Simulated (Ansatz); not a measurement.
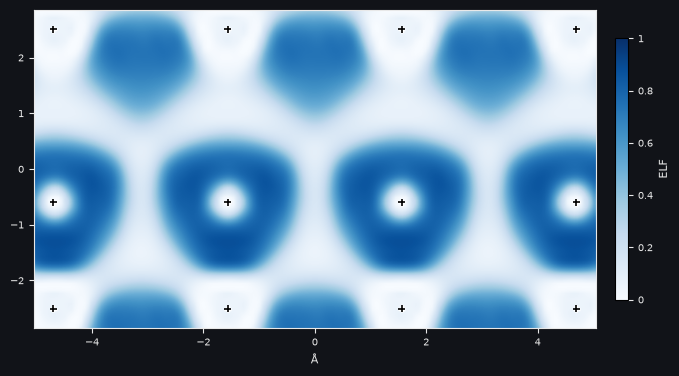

The ELF on a plane through atoms (crosses mark nuclei in the plane).

These are results of DFT PBE, scalar-relativistic, plane waves, PAW (Ansatz), not measurements.

Candidates:
A. InP, a = 5.96 Å, b = 5.96 Å, c = 5.96 Å, α = 90.00°, β = 90.00°, γ = 90.00°. Space group F-43m; a structure from a database of computed crystals, not necessarily the ambient phase.
B. AlN, a = 3.13 Å, b = 3.13 Å, c = 5.02 Å, α = 90.00°, β = 90.00°, γ = 120.00°. Space group P6₃mc.

Question: Which candidate gave the map?

Answer: Candidate B: AlN on the (010) plane of the conventional cell, which holds Al and N. Al–N (1.91 Å): the ELF peaks at about 0.90 in the valence shell of N, 0.7 Å from its nucleus, and is about 0.85 at the midpoint.
